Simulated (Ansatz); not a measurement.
SiC (P6_3mc), computed twice by G0W0.

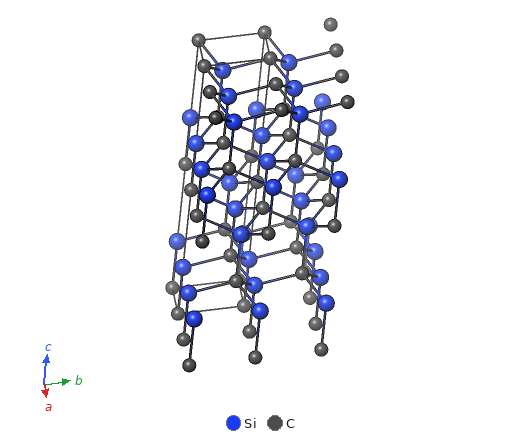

The structure (silicon blue, carbon dark grey). Bonds to atoms that aren't drawn are left out. 3×2×1 cells are drawn. Some periodic images of atoms are drawn too.

It takes space group P6_3mc (No. 186, hexagonal). The conventional cell has a = 3.076 Å, b = 3.076 Å, c = 10.071 Å, α = 90.00°, β = 90.00°, γ = 120.00°. Si has 4 C at 1.88 to 1.89 Å nearest. Nearest to Si lie 4 C at 1.88 to 1.89 Å. C has 4 Si at 1.88 to 1.89 Å nearest. Nearest to C lie 4 Si at 1.88 to 1.89 Å. Farther neighbours are not listed.

```cif
data_structure
_symmetry_space_group_name_H-M 'P 1'
_symmetry_Int_Tables_number 1
_cell_length_a 3.0757
_cell_length_b 3.0757
_cell_length_c 10.0706
_cell_angle_alpha 90.000
_cell_angle_beta 90.000
_cell_angle_gamma 120.000
_cell_volume 82.50
loop_
_atom_site_label
_atom_site_type_symbol
_atom_site_fract_x
_atom_site_fract_y
_atom_site_fract_z
_atom_site_occupancy
Si1 Si 0.66667 0.33333 0.93784 1
Si2 Si 0.33333 0.66667 0.43784 1
Si3 Si 0.00000 0.00000 0.68789 1
Si4 Si 0.00000 0.00000 0.18789 1
C5 C 0.66667 0.33333 0.74980 1
C6 C 0.33333 0.66667 0.24980 1
C7 C 0.00000 0.00000 0.50046 1
C8 C 0.00000 0.00000 0.00046 1
```

The cell and positions are those that the Materials Project relaxed with its own functionals (PBE, PBE+U or r2SCAN), kept fixed. PAW set soft_2, made with PBE.

The first (Ansatz 0.2.0; start PBE, 6×6×2 mesh, 529 empty bands, screening to 200 eV; 1 × NVIDIA H100 80GB HBM3 (shared by 6 runs) with 3 threads of AMD EPYC 7R13 (Zen 3), shared host) gave, on its mesh: starting gap 2.22 eV, G0W0 gap 3.14 eV, RPA ε∞ (mean) 6.99, 61 s.

The second changes empty bands from 529 to 246 and screening cutoff (eV) from 200.0 to 120. What does it give?

It gave: starting gap 2.22 eV, G0W0 gap 3.01 eV, RPA ε∞ (mean) 6.99, 31 s. The G0W0 gap moves by −0.13 eV, +0.00 eV from the start and −0.13 eV from the correction. Σc changes by +0.25 eV at the valence top and +0.13 eV at the conduction bottom, and Σx − Vxc between them by +0.00 eV.

Limits: not at the basis limit.

[Paths, hosts, dates, memory and timing lines, banners, echoed tables and standing remarks are left out of the program output.]

[Logs are printed without paths, hosts, clocks, repeated set-up lines and the standing remarks that a program may print on its own settings, such as how far it seeks lower states.]

[Runs of the session that timed out or met a known fault of the program may be left out.]

[Cells called generated may have been cut or substituted from an entry of the Crystallography Open Database or the Materials Project.]

[Hosts, paths, dates, database ids (printed as entryN), source tags and the programs' standing remarks are cut or masked in the printed files.]
